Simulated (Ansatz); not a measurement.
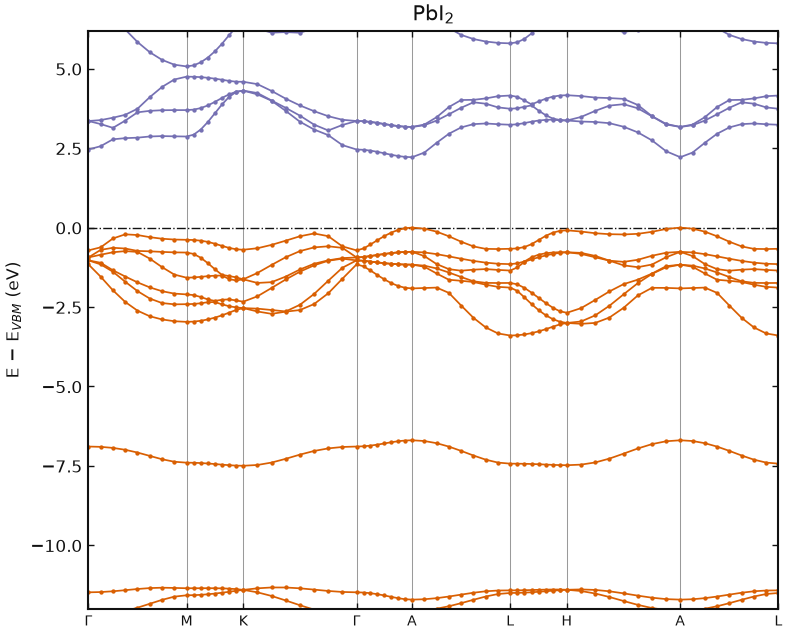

Band structure. Energies are counted from the top of the valence band. The path runs straight from each named point to the next.

System: PbI2, space group P-3m1, 3 atoms in the cell.

```yaml
crystal:
  lattice:
    - [4.55500, 0.00000, 0.00000]
    - [-2.27750, 3.94475, 0.00000]
    - [0.00000, 0.00000, 6.97700]
  atoms:
    - { symbol: Pb, position: [0.00000, 0.00000, 0.00000] }
    - { symbol: I, position: [0.33333, 0.66667, 0.26500] }
    - { symbol: I, position: [0.66667, 0.33333, 0.73500] }
```

Method: DFT, PBE, PAW with Ansatz's default frozen-core files, scalar-relativistic, no spin polarisation, 8×8×5 k mesh (Ansatz 0.2.0).

Is there a gap? Give its size, its kind and where the band edges lie.

The material is gapped. The gap along this path is 2.22 eV and direct: both edges lie at A.

How much do the top valence band and the lowest conduction band disperse along the path?

The top valence band spans 0.7 eV and the lowest conduction band 2.1 eV.

Spin-orbit coupling is left out, which matters for Pb and I.
